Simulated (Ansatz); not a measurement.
System: GaS.

```
CELL_PARAMETERS angstrom
3.58500 0.00000 0.00000
-1.79250 3.10470 0.00000
0.00000 0.00000 15.50000
ATOMIC_POSITIONS crystal
Ga 0.33333 0.66667 0.17102
Ga 0.66667 0.33333 0.67102
Ga 0.33333 0.66667 0.32898
Ga 0.66667 0.33333 0.82898
S 0.33333 0.66667 0.60080
S 0.66667 0.33333 0.10080
S 0.33333 0.66667 0.89920
S 0.66667 0.33333 0.39920
```

Space group P6₃/mmc.

These are results of DFT, PBEsol, plane-wave PAW, default files, scalar-relativistic in Ansatz, not measurements.

> What can the converged valence pseudo-density and electron localisation function tell about the bonding?

Ga–S (2.34 Å): the density is about 0.55 e/Å³ at the midpoint; the ELF peaks at about 0.90 in the valence shell of S, 0.8 Å from its nucleus, and is about 0.65 at the midpoint.
Ga–Ga (2.45 Å): ρ is about 0.44 e/Å³ halfway; the ELF peaks at about 0.75 between the atoms.

> Does the calculation give a band gap?

It is gapped, with a Kohn–Sham gap of 1.5 eV on the k-point mesh, an upper bound to the gap of this method.

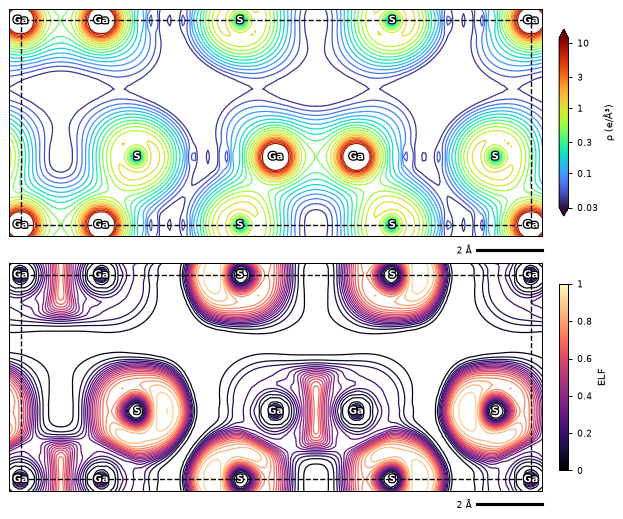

Computed valence pseudo-density and electron localisation function on the (110) plane of the conventional cell, in this order. 
